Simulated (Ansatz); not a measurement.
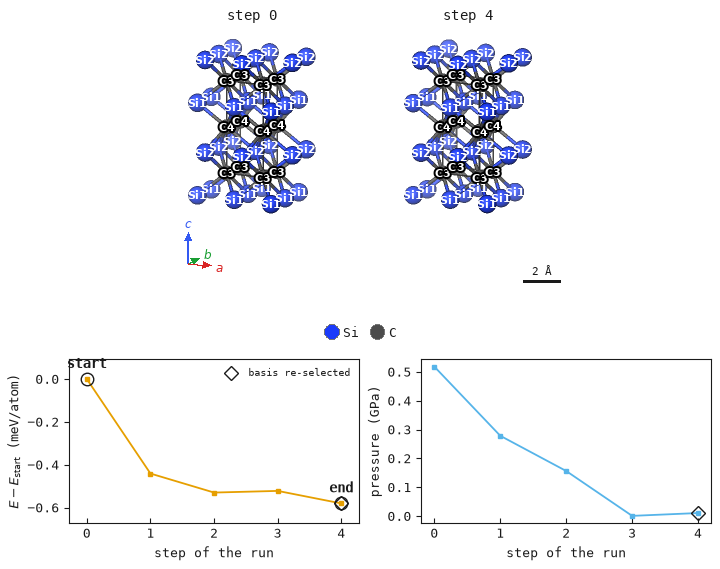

First and last geometry of a relaxation of solid SiC (a generated structure, set up in P6_3/mmc), with the history of the run. A ball-and-stick model of the cell of the calculation, seen slightly off an axis.

Method: Ansatz, DFT PBE, scalar-relativistic, plane waves, PAW; settings changed.

Input
```yaml
crystal:
  lattice:
    - [2.8642457706, 0.0, 0.0]
    - [-1.4321228853, 2.4805096, 0.0]
    - [0.0, 0.0, 5.1057831427]
  atoms:
    - { symbol: Si, position: [0.3333333333, 0.6666666667, 0.75] }
    - { symbol: Si, position: [0.6666666667, 0.3333333333, 0.25] }
    - { symbol: C, position: [0.0, 0.0, 0.0] }
    - { symbol: C, position: [0.0, 0.0, 0.5] }
basis:
  ecutwfc: 420
kpoints:
  mp_grid: { grid: [18, 18, 10] }
hamiltonian:
  xc: pbe
scf:
  occupations: { method: fermi_dirac, width: 0.15 }
  initial_density: { chi_scale: 0.0 }
output:
  forces: true
  eigenvalues: true
  stress: true
relax:
  adjacent_minimum: "off"
  f_tol: 0.01
  max_steps: 80
  cell: { stress_tol: 0.05 }
```

Command:
```bash
ansatz run input.yaml --threads 1 --pin off --max-ram 2048MiB --backend cpu --events-out ev --progress --plain --runs-dir out
```

**What do the curves and the structures tell?**

It converged. The atoms keep their places relative to the cell (all moves are under 0.005 Å). Cell: a = b 2.864 → 2.876 Å (+0.4 %), c 5.106 → 5.082 Å (−0.5 %). Volume +0.3 %. The space group stays P6_3/mmc (No. 194). Over 3 accepted moves (4 points after the start) the energy falls by 0.6 meV per atom. All forces vanish by symmetry, so only the cell relaxes. Pressure: 0.52 GPa at the start and 0.01 GPa at the end. The SCF was repeated once at an unchanged geometry on a basis and grid sized afresh for the cell, which shifted the energy by 0.1 meV per atom at most.

```json
{"step": "0", "E − E(0), meV/atom": "0.00", "pressure, GPa": "0.52", "volume, Å³/atom": "9.069", "note": ""}
{"step": "1", "E − E(0), meV/atom": "-0.44", "pressure, GPa": "0.28", "volume, Å³/atom": "9.089", "note": ""}
{"step": "2", "E − E(0), meV/atom": "-0.53", "pressure, GPa": "0.16", "volume, Å³/atom": "9.092", "note": ""}
{"step": "3", "E − E(0), meV/atom": "-0.52", "pressure, GPa": "0.00", "volume, Å³/atom": "9.099", "note": ""}
{"step": "4", "E − E(0), meV/atom": "-0.58", "pressure, GPa": "0.01", "volume, Å³/atom": "9.099", "note": "same geometry, new basis"}
```
